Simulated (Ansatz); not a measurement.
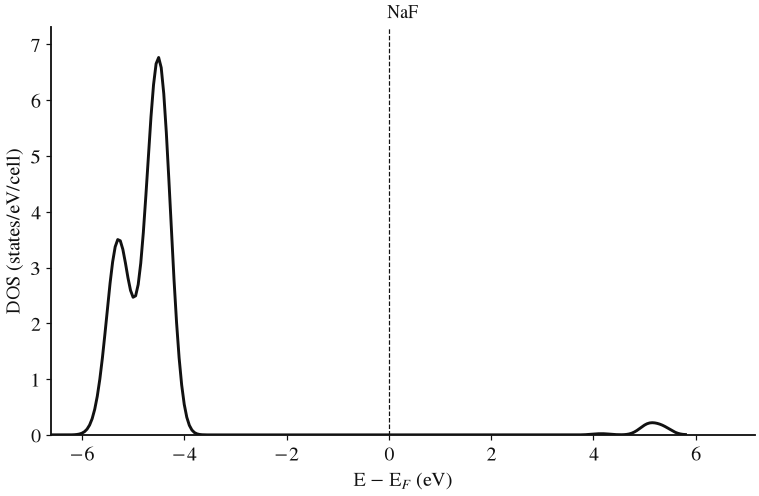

Density of states of NaF, space group I4/mmm, 2 atoms in the cell, biaxial (xy) strain +2.8%. Ansatz; DFT, HSE06, plane waves, PAW, no spin polarisation, 6×6×6 k mesh. Energies are counted from the Fermi level, put mid-gap where there is a gap. The curve is built from the levels of the k mesh with Gaussians 0.4 eV wide, which also blur the band edges.

There is a gap; over the k points computed it is 8.30 eV (direct among those points). The upper group of valence states starts about 1.6 eV under the valence-band top (which lies at −4.2 eV on this axis), with a gap beneath it; it holds about 6 electrons a cell. Within the window shown, the tallest peak of the filled states lies 0.3 eV under the valence-band top, at about 6.8 states per eV and cell.
